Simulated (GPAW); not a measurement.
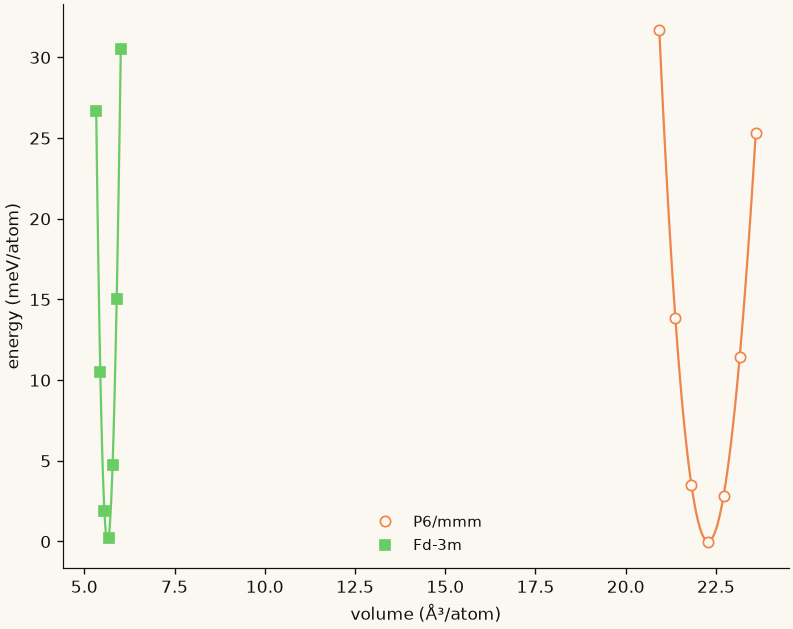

The picture above shows the energy against volume, with one curve for each structure, for C. Each energy curve has its own zero, so the curves don't rank the structures.

Computed with GPAW 26.7.0: PAW DFT in plane waves, on a grid or in atomic orbitals, no spin polarisation; energies at scaled volumes of the given cell, shape and fractions fixed, counted from the fit's minimum, third-order Birch-Murnaghan fit. Level: r2SCAN.

occupations Fermi–Dirac; smearing width 0.05 eV; potentials GPAW PAW data sets (gpaw data 1.2.1); wave cutoff 800 eV.

Settings that differ: P6/mmm: k mesh 12×12×3; Fd-3m: k mesh 13×13×13.

Order the curves by fitted equilibrium volume, smallest first.

Fd-3m 5.644, P6/mmm 22.283 Å³/atom.

Order the curves by fitted bulk modulus, smallest first.

P6/mmm 112.9, Fd-3m 450.8 GPa.

Note: shape and atomic fractions are frozen while scaling, which makes layered, chain and framework solids too stiff.
